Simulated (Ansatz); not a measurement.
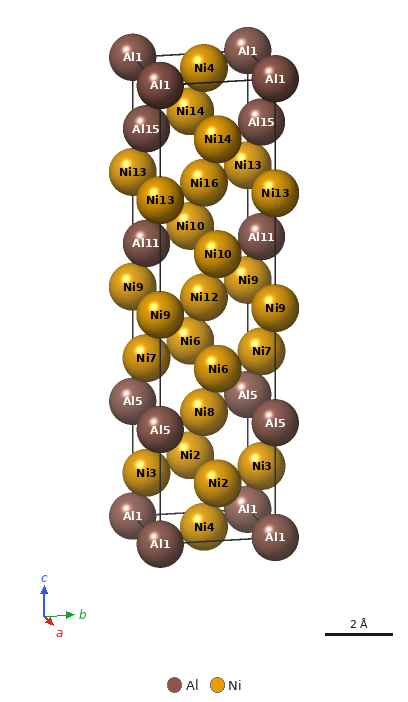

*The starting structure (spheres-only view of the cell of the calculation, seen slightly off an axis; atoms are numbered from 1 in the order of the input).*

Geometry relaxation of AlNi$_{3}$ (part 1 of 4)

- system: AlNi$_{3}$ (interface cell, 16 atoms in the cell)
- method: DFT PBE, scalar-relativistic, plane waves, PAW, spin-polarised (Ansatz 0.2.0)

The structure derives from a Materials Project entry. It belongs to a series of runs on one base structure; here: antiphase boundary on (0 0 1), shift by [0.5, 0, 0.5] of the cube. Figures and captions count atoms from 1; the log counts them from 0 in places.

Input
```yaml
crystal:
  lattice:
    - [3.5666788375, 0.0, 0.0]
    - [0.0, 3.5666788375, 0.0]
    - [0.0, 0.0, 14.2667153499]
  atoms:
    - { symbol: Al, position: [0.0, 0.0, 0.0] }
    - { symbol: Ni, position: [0.0, 0.5, 0.125], spin: 0.3 }
    - { symbol: Ni, position: [0.5, 0.0, 0.125], spin: 0.3 }
    - { symbol: Ni, position: [0.5, 0.5, 0.0], spin: 0.3 }
    - { symbol: Al, position: [0.0, 0.0, 0.25] }
    - { symbol: Ni, position: [0.0, 0.5, 0.375], spin: 0.3 }
    - { symbol: Ni, position: [0.5, 0.0, 0.375], spin: 0.3 }
    - { symbol: Ni, position: [0.5, 0.5, 0.25], spin: 0.3 }
    - { symbol: Ni, position: [0.0, 0.0, 0.5], spin: 0.3 }
    - { symbol: Ni, position: [0.0, 0.5, 0.625], spin: 0.3 }
    - { symbol: Al, position: [0.5, 0.0, 0.625] }
    - { symbol: Ni, position: [0.5, 0.5, 0.5], spin: 0.3 }
    - { symbol: Ni, position: [0.0, 0.0, 0.75], spin: 0.3 }
    - { symbol: Ni, position: [0.0, 0.5, 0.875], spin: 0.3 }
    - { symbol: Al, position: [0.5, 0.0, 0.875] }
    - { symbol: Ni, position: [0.5, 0.5, 0.75], spin: 0.3 }
basis:
  ecutwfc: 420
kpoints:
  mp_grid: { grid: [10, 10, 3] }
hamiltonian:
  xc: pbe
scf:
  occupations: { method: gaussian, width: 0.1 }
  lower_state_search: "off"
output:
  forces: true
  stress: true
  eigenvalues: true
  populations: true
  write_density: true
  write_potential: true
  elf: true
  volumetric_format: npy
magnetization:
  spin_polarized: true
relax:
  adjacent_minimum: "off"
  f_tol: 0.02
  max_steps: 45
  cell: { fix: [a, b, alpha, beta, gamma], stress_tol: 0.1 }
```

Run as:
```bash
ansatz run input.yaml --threads 4 --pin off --max-ram 12288MiB --backend cpu --events-out ev --progress --plain --runs-dir out
```

The program's output
```
Engine: ansatz 0.2.0, aarch64-unknown-linux-gnu
Pseudopotentials: kind: paw
Pseudopotential: Al, paw, valence charge 3, recommended cutoff 420 eV (normal), Al.paw.azcp
Pseudopotential: Ni, paw, valence charge 18, recommended cutoff 420 eV (normal), Ni.paw.azcp
Functional definition: PBE
  parameter kappa = 0.804
  parameter beta = 0.06672455060314922
  exchange = pbe_x(kappa = kappa, mu = beta*pi^2/3)
  correlation = pbe_c(beta = beta)
Crystal: 16 atoms, lattice volume = 181.490 Å³
Basis set: ecut = 420 eV, 3515 PW (Γ), exchange–correlation on 48×48×192 points (8 copies of the dense FFT grid, shifted against one another)
Bands: 139, of which v1, the nominal top of the filled ones, is band 114 counted from 1 (113 counted from 0)
Symmetry: 8 space group operations
Space group: Pmma (ITA 51), of the structure as read, at distance tolerance 5.7e-5 Å
Magnetic group: BNS 51.289 (UNI 387), of the structure as read, at distance tolerance 5.7e-5 Å
k-points: 72 of 300
Non-local potential: Al, projectors of the file, l = 0: 2, l = 1: 2, l = 2: 1
Non-local potential: Ni, projectors of the file, l = 0: 3, l = 1: 2, l = 2: 3, l = 3: 1
PAW form: soft (Blöchl's): semilocal exchange-correlation on the pseudo side does not see the compensation charge
PAW one-centre angular grid: Al, 110 points (default); XC on 64 Gauss nodes
PAW one-centre angular grid: Ni, 590 points (default); XC on 64 Gauss nodes
Initial density: superposition of atomic densities (chi_scale 0.1, normalization cell)
Starting moments: Σ|m| = 3.6 μB on 12 of 16 sites
Initial wavefunctions: pseudopotential atomic-orbital guess
Functional: x = pbe(κ = 0.804, μ = 0.2195149727645171), c = pbe(β = 0.06672455060314922)
SCF iter   1: F=—  HF=-72234.611892 eV  |F-HF|=—  |Δ(HF+E_count)|=         —  Δρ=5.76e-2 (↑2.94e-2 ↓5.76e-2)  dr2=1.40e1  dr2_m=4.56e-1  M=1.866 μB ∫|m|=2.177 μB  β_m=0.30  ethr=3.10e-3  ⟨swp⟩=5.1  Hψ=65389  notcnv=0  defer=424
preconditioner: auto → Kerker (q_TF=auto, 2.834 Å⁻¹)  [metal: Δε(μ)=0.002 eV  Ē_g=7.397 eV  σ=0.100 eV  W_gap=0.01  n_scr=84 (ndim 8)  ℏωp=31.7 eV  f_vac=0.000  D(μ)=15.54/eV (n_scr^D=156)]
spin=Collinear: Kerker preconditioning applied to the charge; magnetization (m = ρ↑ − ρ↓) channel mixes plain (no charge-response kernel on spin).
SCF iter   2: F=—  HF=-72234.043522 eV  |F-HF|=—  |Δ(HF+E_count)|=   5.68e-1  Δρ=4.29e-2 (↑3.34e-2 ↓4.29e-2)  dr2=1.58e1  dr2_m=1.75e-1  M=1.863 μB ∫|m|=2.198 μB  β_m=0.30  ethr=3.10e-3  ⟨swp⟩=2.2  Hψ=29785  notcnv=0  defer=2342
SCF iter   3: F=—  HF=-72233.872113 eV  |F-HF|=—  |Δ(HF+E_count)|=   1.71e-1  Δρ=5.22e-2 (↑2.59e-2 ↓5.22e-2)  dr2=2.21e1  dr2_m=3.51e-1  M=1.935 μB ∫|m|=2.298 μB  β_m=0.30  ethr=3.10e-3  ⟨swp⟩=2.2  Hψ=25485  notcnv=0  defer=2342
SCF iter   4: F=—  HF=-72233.275411 eV  |F-HF|=—  |Δ(HF+E_count)|=   5.97e-1  Δρ=1.43e-2 (↑1.01e-2 ↓1.43e-2)  dr2=1.34e0  dr2_m=4.50e-2  M=1.910 μB ∫|m|=2.296 μB  β_m=0.30  ethr=3.10e-3  ⟨swp⟩=2.0  Hψ=24047  notcnv=0  defer=2328
SCF iter   5: F=—  HF=-72232.808738 eV  |F-HF|=—  |Δ(HF+E_count)|=   4.67e-1  Δρ=1.62e-2 (↑1.62e-2 ↓1.38e-2)  dr2=1.74e0  dr2_m=1.95e-2  M=1.901 μB ∫|m|=2.313 μB  β_m=0.30  ethr=5.89e-4  ⟨swp⟩=2.1  Hψ=28474  notcnv=0  defer=2328
SCF iter   6: F=—  HF=-72232.783656 eV  |F-HF|=—  |Δ(HF+E_count)|=   2.51e-2  Δρ=1.03e-2 (↑1.03e-2 ↓8.10e-3)  dr2=6.36e-1  dr2_m=1.42e-2  M=1.981 μB ∫|m|=2.403 μB  β_m=0.30  ethr=5.89e-4  ⟨swp⟩=2.0  Hψ=24058  notcnv=0  defer=2328
SCF iter   7: F=—  HF=-72232.820974 eV  |F-HF|=—  |Δ(HF+E_count)|=   3.73e-2  Δρ=5.97e-3 (↑5.97e-3 ↓4.00e-3)  dr2=1.41e-1  dr2_m=1.20e-2  M=1.995 μB ∫|m|=2.435 μB  β_m=0.30  ethr=2.79e-4  ⟨swp⟩=2.0  Hψ=18707  notcnv=0  defer=2328
SCF iter   8: F=—  HF=-72232.824451 eV  |F-HF|=—  |Δ(HF+E_count)|=   3.48e-3  Δρ=4.11e-3 (↑3.00e-3 ↓4.11e-3)  dr2=2.74e-2  dr2_m=1.41e-2  M=2.043 μB ∫|m|=2.495 μB  β_m=0.30  ethr=6.17e-5  ⟨swp⟩=1.8  Hψ=18156  notcnv=0  defer=2328
SCF iter   9: F=—  HF=-72232.817774 eV  |F-HF|=—  |Δ(HF+E_count)|=   6.68e-3  Δρ=4.15e-3 (↑1.86e-3 ↓4.15e-3)  dr2=3.40e-2  dr2_m=1.33e-2  M=2.064 μB ∫|m|=2.531 μB  β_m=0.30  ethr=1.20e-5  ⟨swp⟩=1.1  Hψ=17744  notcnv=0  defer=2328
SCF iter  10: F=—  HF=-72232.819641 eV  |F-HF|=—  |Δ(HF+E_count)|=   1.87e-3  Δρ=3.03e-3 (↑2.18e-3 ↓3.03e-3)  dr2=1.17e-2  dr2_m=9.23e-3  M=2.074 μB ∫|m|=2.552 μB  β_m=0.30  ethr=1.20e-5  ⟨swp⟩=2.4  Hψ=25380  notcnv=0  defer=2328
SCF iter  11: F=—  HF=-72232.820820 eV  |F-HF|=—  |Δ(HF+E_count)|=   1.18e-3  Δρ=2.54e-3 (↑2.20e-3 ↓2.54e-3)  dr2=9.61e-3  dr2_m=7.54e-3  M=2.090 μB ∫|m|=2.578 μB  β_m=0.30  ethr=5.12e-6  ⟨swp⟩=1.2  Hψ=17857  notcnv=0  defer=2328
Mixer restart at iter 11: flushing history
spin-set hold released at iteration 11 (site moments contracting): the magnetisation degrees of freedom join the quasi-Newton model from the next iteration; the mixer history was flushed
SCF iter  12: F=—  HF=-72232.822051 eV  |F-HF|=—  |Δ(HF+E_count)|=   1.23e-3  Δρ=2.56e-3 (↑2.56e-3 ↓1.03e-3)  dr2=1.23e-2  dr2_m=4.32e-3  M=2.099 μB ∫|m|=2.596 μB  β_m=0.48  ethr=4.22e-6  ⟨swp⟩=1.1  Hψ=17725  notcnv=0  defer=2328
SCF iter  13: F=—  HF=-72232.825515 eV  |F-HF|=—  |Δ(HF+E_count)|=   3.46e-3  Δρ=5.52e-3 (↑1.96e-3 ↓5.52e-3)  dr2=1.72e-1  dr2_m=9.89e-3  M=2.150 μB ∫|m|=2.658 μB  β_m=0.08  ethr=4.22e-6  ⟨swp⟩=2.0  Hψ=26048  notcnv=0  defer=2328  recentre
SCF iter  14: F=—  HF=-72232.822486 eV  |F-HF|=—  |Δ(HF+E_count)|=   3.03e-3  Δρ=1.92e-3 (↑1.92e-3 ↓1.54e-3)  dr2=1.73e-3  dr2_m=4.48e-3  M=2.126 μB ∫|m|=2.632 μB  β_m=0.15  ethr=4.22e-6  ⟨swp⟩=2.0  Hψ=25583  notcnv=0  defer=2328
SCF iter  15: F=—  HF=-72232.823742 eV  |F-HF|=—  |Δ(HF+E_count)|=   1.26e-3  Δρ=1.27e-3 (↑1.27e-3 ↓1.19e-3)  dr2=1.33e-3  dr2_m=2.19e-3  M=2.177 μB ∫|m|=2.708 μB  β_m=0.27  ethr=7.59e-7  ⟨swp⟩=2.0  Hψ=26699  notcnv=0  defer=2328
SCF iter  16: F=—  HF=-72232.824496 eV  |F-HF|=—  |Δ(HF+E_count)|=   7.54e-4  Δρ=1.02e-3 (↑3.71e-4 ↓1.02e-3)  dr2=2.11e-3  dr2_m=4.95e-4  M=2.272 μB ∫|m|=2.844 μB  β_m=0.32  ethr=5.83e-7  ⟨swp⟩=2.0  Hψ=27198  notcnv=0  defer=2328
SCF iter  17: F=—  HF=-72232.824571 eV  |F-HF|=—  |Δ(HF+E_count)|=   7.46e-5  Δρ=7.59e-4 (↑4.06e-4 ↓7.59e-4)  dr2=3.43e-3  dr2_m=2.00e-4  M=2.285 μB ∫|m|=2.859 μB  β_m=0.29  ethr=5.83e-7  ⟨swp⟩=2.1  Hψ=26431  notcnv=0  defer=2327
SCF iter  18: F=—  HF=-72232.824459 eV  |F-HF|=—  |Δ(HF+E_count)|=   1.12e-4  Δρ=4.60e-4 (↑3.04e-4 ↓4.60e-4)  dr2=1.93e-3  dr2_m=8.81e-5  M=2.292 μB ∫|m|=2.871 μB  β_m=0.37  ethr=5.83e-7  ⟨swp⟩=1.0  Hψ=17764  notcnv=0  defer=2327
SCF iter  19: F=—  HF=-72232.824514 eV  |F-HF|=—  |Δ(HF+E_count)|=   5.53e-5  Δρ=3.41e-4 (↑3.19e-4 ↓3.41e-4)  dr2=1.67e-3  dr2_m=2.67e-5  M=2.305 μB ∫|m|=2.891 μB  β_m=0.45  ethr=5.83e-7  ⟨swp⟩=1.0  Hψ=17727  notcnv=0  defer=2327
SCF iter  20: F=—  HF=-72232.824581 eV  |F-HF|=—  |Δ(HF+E_count)|=   6.70e-5  Δρ=3.82e-4 (↑3.04e-4 ↓3.82e-4)  dr2=1.02e-3  dr2_m=1.87e-5  M=2.302 μB ∫|m|=2.888 μB  β_m=0.35  ethr=5.83e-7  ⟨swp⟩=1.0  Hψ=17985  notcnv=0  defer=2327
SCF iter  21: F=—  HF=-72232.824568 eV  |F-HF|=—  |Δ(HF+E_count)|=   1.27e-5  Δρ=1.18e-4 (↑1.18e-4 ↓7.12e-5)  dr2=3.00e-5  dr2_m=1.18e-5  M=2.301 μB ∫|m|=2.887 μB  β_m=0.67  ethr=4.47e-7  ⟨swp⟩=1.0  Hψ=17725  notcnv=0  defer=2327
SCF iter  22: F=—  HF=-72232.824650 eV  |F-HF|=—  |Δ(HF+E_count)|=   8.11e-5  Δρ=1.28e-4 (↑1.28e-4 ↓1.21e-4)  dr2=1.68e-4  dr2_m=4.57e-6  M=2.304 μB ∫|m|=2.892 μB  β_m=0.67  ethr=1.32e-8  ⟨swp⟩=2.1  Hψ=25721  notcnv=0  defer=2327
SCF iter  23: F=—  HF=-72232.824666 eV  |F-HF|=—  |Δ(HF+E_count)|=   1.62e-5  Δρ=2.68e-4 (↑2.09e-4 ↓2.68e-4)  dr2=3.18e-4  dr2_m=2.50e-6  M=2.304 μB ∫|m|=2.893 μB  β_m=0.42  ethr=1.32e-8  ⟨swp⟩=2.0  Hψ=32262  notcnv=0  defer=2327
SCF iter  24: F=—  HF=-72232.824650 eV  |F-HF|=—  |Δ(HF+E_count)|=   1.57e-5  Δρ=2.00e-4 (↑9.08e-5 ↓2.00e-4)  dr2=2.64e-4  dr2_m=5.27e-6  M=2.304 μB ∫|m|=2.894 μB  β_m=0.29  ethr=1.32e-8  ⟨swp⟩=2.0  Hψ=33491  notcnv=0  defer=2327
SCF iter  25: F=—  HF=-72232.824647 eV  |F-HF|=—  |Δ(HF+E_count)|=   3.01e-6  Δρ=3.70e-5 (↑2.89e-5 ↓3.70e-5)  dr2=5.23e-6  dr2_m=3.72e-7  M=2.305 μB ∫|m|=2.895 μB  β_m=0.27  ethr=1.32e-8  ⟨swp⟩=2.0  Hψ=25559  notcnv=0  defer=2327
SCF iter  26: F=—  HF=-72232.824647 eV  |F-HF|=—  |Δ(HF+E_count)|=   1.42e-7  Δρ=2.34e-5 (↑2.07e-5 ↓2.34e-5)  dr2=1.83e-6  dr2_m=3.44e-7  M=2.306 μB ∫|m|=2.896 μB  β_m=0.29  ethr=2.30e-9  ⟨swp⟩=2.0  Hψ=21208  notcnv=0  defer=2327
SCF iter  27: F=—  HF=-72232.824647 eV  |F-HF|=—  |Δ(HF+E_count)|=   4.83e-8  Δρ=2.78e-5 (↑1.65e-5 ↓2.78e-5)  dr2=3.02e-6  dr2_m=2.60e-7  M=2.306 μB ∫|m|=2.896 μB  β_m=0.27  ethr=8.05e-10  ⟨swp⟩=2.1  Hψ=23058  notcnv=0  defer=2327
SCF iter  28: F=—  HF=-72232.824647 eV  |F-HF|=—  |Δ(HF+E_count)|=   5.51e-8  Δρ=1.71e-5 (↑1.71e-5 ↓1.71e-5)  dr2=1.28e-6  dr2_m=1.32e-7  M=2.306 μB ∫|m|=2.896 μB  β_m=0.28  ethr=8.05e-10  ⟨swp⟩=2.0  Hψ=24013  notcnv=0  defer=2327
SCF iter  29: F=—  HF=-72232.824647 eV  |F-HF|=—  |Δ(HF+E_count)|=   1.13e-7  Δρ=1.42e-5 (↑8.60e-6 ↓1.42e-5)  dr2=1.37e-6  dr2_m=1.11e-7  M=2.306 μB ∫|m|=2.897 μB  β_m=0.30  ethr=5.62e-10  ⟨swp⟩=2.0  Hψ=25500  notcnv=0  defer=2327
SCF iter  30: F=—  HF=-72232.824647 eV  |F-HF|=—  |Δ(HF+E_count)|=   6.31e-8  Δρ=1.89e-5 (↑9.89e-6 ↓1.89e-5)  dr2=1.96e-6  dr2_m=7.97e-8  M=2.306 μB ∫|m|=2.897 μB  β_m=0.23  ethr=5.62e-10  ⟨swp⟩=1.1  Hψ=17706  notcnv=0  defer=2327
SCF iter  31: F=—  HF=-72232.824647 eV  |F-HF|=—  |Δ(HF+E_count)|=   3.00e-8  Δρ=9.89e-6 (↑5.31e-6 ↓9.89e-6)  dr2=8.49e-7  dr2_m=3.24e-8  M=2.307 μB ∫|m|=2.898 μB  β_m=0.22  ethr=5.62e-10  ⟨swp⟩=1.0  Hψ=17729  notcnv=0  defer=2327
iter 32 did not close the SCF: its close was put off for a magnetic moment that had not settled (scf_convergence_deferred on its scf_iter line)
SCF iter  32: F=-72232.824647 eV  HF=-72232.824647 eV  |F-HF|=3.71e-8  |Δ(HF+E_count)|=   5.54e-9  Δρ=2.85e-6 (↑2.85e-6 ↓2.51e-6)  dr2=3.79e-8  dr2_m=7.87e-9  M=2.307 μB ∫|m|=2.898 μB  β_m=0.39  ethr=4.39e-11  ⟨swp⟩=12.3  Hψ=142383  notcnv=0
SCF iter  33: F=—  HF=-72232.824647 eV  |F-HF|=—  |Δ(HF+E_count)|=   2.04e-9  Δρ=5.48e-6 (↑3.45e-6 ↓5.48e-6)  dr2=1.15e-7  dr2_m=3.99e-9  M=2.307 μB ∫|m|=2.898 μB  β_m=0.34  ethr=1.66e-11  ⟨swp⟩=2.0  Hψ=25389  notcnv=0  recentre
SCF iter  34: F=-72232.824647 eV  HF=-72232.824647 eV  |F-HF|=6.63e-8  |Δ(HF+E_count)|=  1.16e-10  Δρ=3.70e-6 (↑3.18e-6 ↓3.70e-6)  dr2=7.11e-8  dr2_m=2.71e-9  M=2.307 μB ∫|m|=2.898 μB  ethr=1.66e-11  ⟨swp⟩=5.2  Hψ=104869  notcnv=0
SCF 1 converged in 34 iterations: F = -72232.824647 eV  dr2 = 7.11e-8
  greatest PAW one-centre occupation: 1.001 electrons in one spin orbital (limit 2), on the Ni atom at site 8 (counted from 0), in its partial waves of l = 1
relax step   1: F+E_penalty+E_count = -72232.82464698 eV  Δ(F+E_penalty+E_count) = +0.000e0 eV  max|allowed force component| = 1.602e0 eV/Å  Δτ_max = 0.0000 Å  P = +0.624 GPa  Ω = 181.490 Å³  fix = [a, b, alpha, beta, gamma]  reactions: a +1.966, b -1.718 GPa  (34 SCF iters, dr2 threshold 1.00e-7 eV, accepted)
Crystal: 16 atoms, lattice volume = 182.022 Å³
Basis set: ecut = 420 eV, 3563 PW (Γ), exchange–correlation on 48×48×192 points (8 copies of the dense FFT grid, shifted against one another)
Initial density: handed on by an earlier stage of this run
Starting moments: Σ|m| = 3.6 μB on 12 of 16 sites; this step starts from the density that it was given
Initial wavefunctions: those handed on with the density
iter 1 solved again at ethr=1.78e-4 eV; its pass at ethr=3.10e-3 eV (dr2=4.07e-1 eV) is discarded
```
